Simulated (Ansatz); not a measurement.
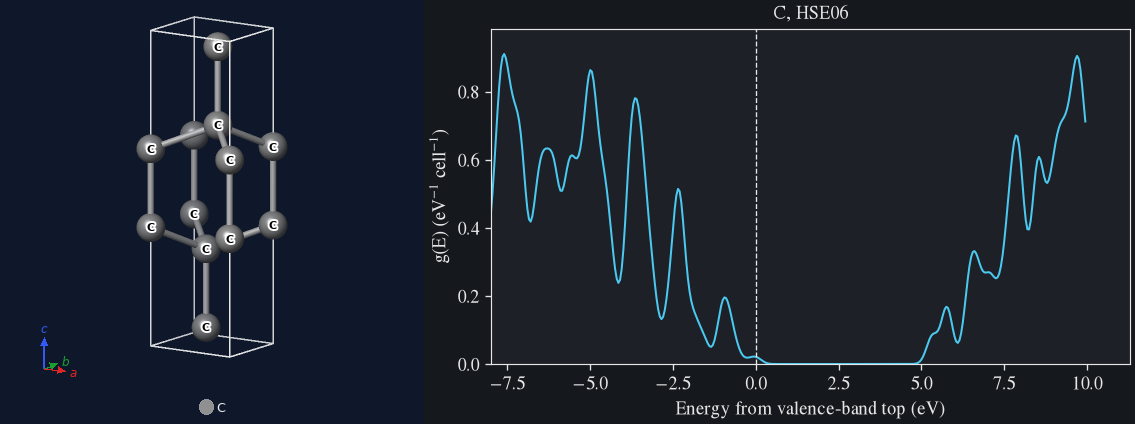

Density of states, beside the structure. Energies are counted from the top of the valence band. The curve is built from the levels of the k mesh with Gaussians 0.4 eV wide, which also blur the band edges.

Structure: C, space group R-3m, 2 atoms in the cell, diamond type, epitaxial (111) strain −4.0%; a = 2.49 Å, b = 2.49 Å, c = 2.49 Å, α = 58.03°, β = 58.03°, γ = 58.03°.

Computed with Ansatz: DFT, HSE06, plane waves, PAW, no spin polarisation, 8×8×8 k mesh, 420 eV cutoff.

Q: Metal or insulator, going by the density of states?

A: There is a gap; over the k points computed it is 5.30 eV (indirect; the smallest direct gap is 6.10 eV).

The cell is at 35 GPa in this functional.
